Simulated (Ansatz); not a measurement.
System: Zr₂O₅, space group Pn-3m (No. 224) (one of a set of cubic test structures, which need not be the stable phase).

Input of one of the runs behind the figure:
```
crystal:
  lattice:
    - [5.240998919512, 0.0, 0.0]
    - [0.0, 5.240998919512, 0.0]
    - [0.0, 0.0, 5.240998919512]
  atoms:
    - { symbol: Zr, position: [0, 0, 0] }
    - { symbol: Zr, position: [0.5, 0.5, 0] }
    - { symbol: Zr, position: [0.5, 0, 0.5] }
    - { symbol: Zr, position: [0, 0.5, 0.5] }
    - { symbol: O, position: [0.5, 0, 0] }
    - { symbol: O, position: [0, 0.5, 0] }
    - { symbol: O, position: [0, 0, 0.5] }
    - { symbol: O, position: [0.5, 0.5, 0.5] }
    - { symbol: O, position: [0.75, 0.75, 0.25] }
    - { symbol: O, position: [0.75, 0.25, 0.75] }
    - { symbol: O, position: [0.25, 0.75, 0.75] }
    - { symbol: O, position: [0.75, 0.25, 0.25] }
    - { symbol: O, position: [0.25, 0.75, 0.25] }
    - { symbol: O, position: [0.25, 0.25, 0.75] }
kpoints:
  mp_grid: { grid: [21, 21, 21] }
hamiltonian:
  xc: pbe
  pseudopotentials: { kind: paw }
scf:
  occupations: { method: fermi_dirac, width: 0.061225619053 }
output:
  forces: true
  stress: true
```

Launched with:
```bash
ansatz run input.yaml --threads 2
```

How it was computed, with Ansatz 0.2.0 development build: equation of state of a cubic crystal from periodic Kohn-Sham density functional theory without spin, third-order Birch-Murnaghan fit to the free energies; pressure corrected for the finite basis. Level: PBE.

- structure type: cubic X2O5
- atoms in cell: 14
- space group number: 224
- lattice centring: simple cubic
- k mesh: 21×21×21
- occupation method: Fermi–Dirac
- occupation width: 0.06123 eV
- wave cutoff: 420 eV
- datasets: soft-1 PAW
- density tolerance: 1.4e−07 eV
- bands: 68
- density cutoff ratio: 4
- search for lower states: default

Describe the result: the energy above the lowest point against volume. The volume takes the values 9.67, 9.87, 10.08, 10.28, 10.49, 10.69, 10.90 Å³/atom.

A third-order Birch–Murnaghan fit gives V0 = 10.28 Å³/atom, B0 = 215 GPa and B′ = 4.3. The energy above the lowest point is 27.7 meV/atom at volume 9.67 Å³/atom and 22.4 meV/atom at 10.90 Å³/atom; the lowest computed point is at volume 10.28 Å³/atom (0.0 meV/atom), in a single well.

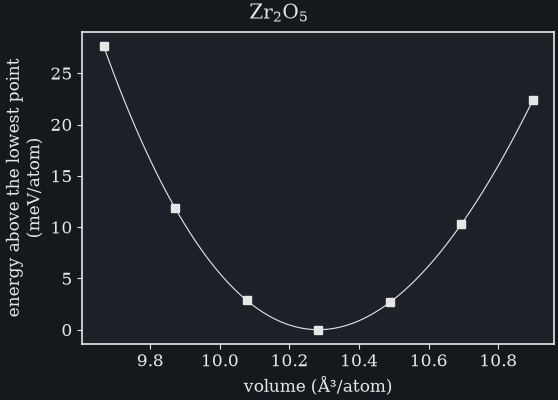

Keep in mind: cubic model structure, not the ambient form; no spin polarisation, a magnetic state may lie lower.
